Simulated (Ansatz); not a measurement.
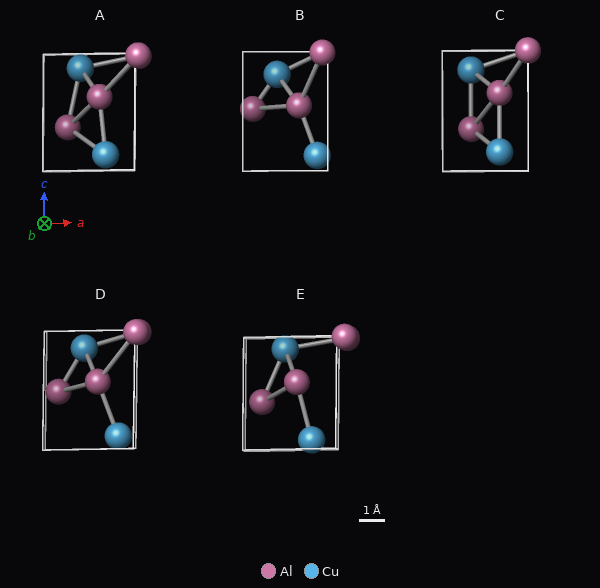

5 geometries from one relaxation of a crystal of Al3Cu2 (set up in P1), in shuffled order. Style: ball-and-stick. Shown: the cell of the calculation, along the b axis.

Case: all atoms moved at random, sigma 0.4 Å for each component, cell strained at random, sigma 0.01; relaxed back.

These are results of DFT LDA, scalar-relativistic, plane waves, PAW (Ansatz), not measurements. Settings: plane-wave cutoff 420 eV; k-point mesh 12 × 12 × 8; occupations gaussian; smearing width 0.15 eV; no spin polarisation; cell and atoms relaxed; force threshold 0.01 eV/Å; at most 80 steps.

**Put them in the order of the run, from the start to the converged end.**

B, D, E, A, C. They are steps 0, 2, 4, 6, 11, at +2641 meV per atom, +548 meV per atom, +164 meV per atom, +67.7 meV per atom relative to the last. The largest move relative to the cell is that of an Al atom, 1.13 Å along [3 1 −2]. By element the largest moves are Al 1.13 Å, Cu 0.75 Å. The volume changes by +2.4 %, with a 4.035 → 4.056 Å (+0.5 %), b 4.026 → 4.055 Å (+0.7 %), c 4.883 → 4.932 Å (+1.0 %), α 89.3° → 90.0°, γ 120.1° → 120.0°. Some distances before and after: Al–Cu 3.883 → 2.527 Å, Al–Cu 3.773 → 2.526 Å, Al–Al 1.616 → 2.766 Å, Al–Cu 3.632 → 2.512 Å. New bonds form: Al–Cu (3.05 → 2.47 Å), Al–Cu (3.35 → 2.47 Å), Al–Cu (3.63 → 2.51 Å), Al–Cu (3.77 → 2.53 Å). Among the angles between lasting bonds that change: Al–Al–Cu 118.1° → 57.9°, Cu–Al–Cu 161.9° → 112.1°, Al–Al–Al 142.5° → 94.3°. The space group (tolerance 0.01 Å) goes from P1 (No. 1) to P-3m1 (No. 164). Over 10 accepted moves (11 points after the start) the energy falls by 2641 meV per atom. The largest force component goes from 20 to 0.0012 eV/Å. The pressure goes from 62.21 to 0.01 GPa. At 1 point the geometry stayed and the basis and grid were re-selected for the new cell (energy shift of 0.2 meV per atom at most each time). The run took 13 min on 2 threads of AMD EPYC 7R43 64-Core Processor (Zen 3) (shared host), peak memory 1.1 GiB.
